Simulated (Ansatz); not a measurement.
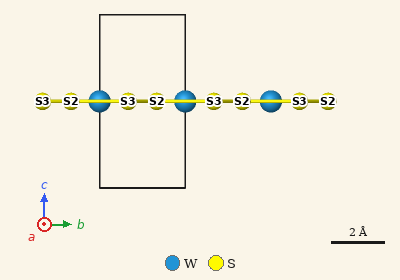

A crystal of WS$_{2}$ (a generated structure, set up in P6/mmm) (coarse preliminary run), before the relaxation. Style: ball-and-stick. Shown: the cell of the calculation, repeated 1 × 2 × 1 with one cell outlined, along the a axis.

Theory: DFT PBE, scalar-relativistic, plane waves, PAW (Ansatz).

The input:
```yaml
crystal:
  lattice:
    - [3.7348456, 0.0, 0.0]
    - [-1.8674228, 3.23447117, 0.0]
    - [0.0, 0.0, 6.53735708]
  atoms:
    - { symbol: W, position: [0.0, 0.0, 0.5] }
    - { symbol: S, position: [0.33333333, 0.66666667, 0.5] }
    - { symbol: S, position: [0.66666667, 0.33333333, 0.5] }
basis:
  ecutwfc: 420
kpoints:
  mp_grid: { grid: [6, 6, 4] }
hamiltonian:
  xc: pbe
scf:
  occupations: { method: gaussian, width: 0.1 }
  lower_state_search: "off"
output:
  forces: true
  stress: true
  eigenvalues: true
  populations: true
magnetization:
  spin_polarized: true
relax:
  adjacent_minimum: "off"
  f_tol: 0.04
  max_steps: 70
  cell: { stress_tol: 0.4 }
```

Command:
```bash
ansatz run input.yaml --threads 1 --pin off --max-ram 2560MiB --backend cpu --events-out ev --progress --plain --runs-dir out
```

Question: Where does the relaxation end?

Answer: The energy falls by 5.903 eV per cell of the calculation in 10 accepted moves (11 points after the start). All forces vanish by symmetry, so only the cell relaxes. The pressure goes from 57.05 to 0.21 GPa. At 1 point the geometry stayed and the basis and grid were re-selected for the new cell (energy shift of 12.4 meV per cell of the calculation at most each time). No atom moves by more than 0.005 Å relative to the cell. The drawn cell changes as follows: a = b 3.735 → 4.377 Å (+17.2 %), c 6.537 → 4.958 Å (−24.2 %); the volume changes by +4.1 %. Near-neighbour distances that change, for instance: W1–S2 2.156 → 2.527 Å, S2–S3 2.156 → 2.527 Å. The space group stays P6/mmm (No. 191).

Step by step:

| step | E − E(0), meV/atom | pressure, GPa | volume, Å³/atom | note |
| --- | --- | --- | --- | --- |
| 0 | 0.00 | 57.05 | 26.324 |  |
| 1 | -1073.34 | 31.96 | 28.950 |  |
| 2 | -1670.53 | 15.52 | 31.694 |  |
| 3 | -1930.23 | 4.39 | 34.545 |  |
| 4 | -1959.53 | -0.62 | 35.921 |  |
| 5 | -1960.88 | -0.02 | 34.594 |  |
| 6 | -1961.18 | 0.15 | 33.868 |  |
| 7 | -1961.73 | 0.31 | 32.428 |  |
| 8 | -1962.43 | 0.29 | 30.694 |  |
| 9 | -1963.06 | 0.13 | 28.993 |  |
| 10 | -1963.44 | 0.00 | 27.416 |  |
| 11 | -1967.59 | 0.21 | 27.416 | same geometry, new basis |

Final geometry:

```xyz
3
Lattice="4.3765 0.0000 0.0000 -2.1883 3.7902 0.0000 0.0000 0.0000 4.9583" Properties=species:S:1:pos:R:3 pbc="T T T"
W     4.3765    0.0000    2.4792
S     0.0000    2.5268    2.4792
S     2.1883    1.2634    2.4792
```

The end point in the same view:

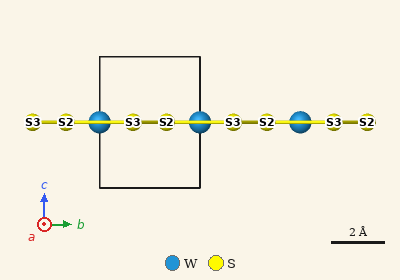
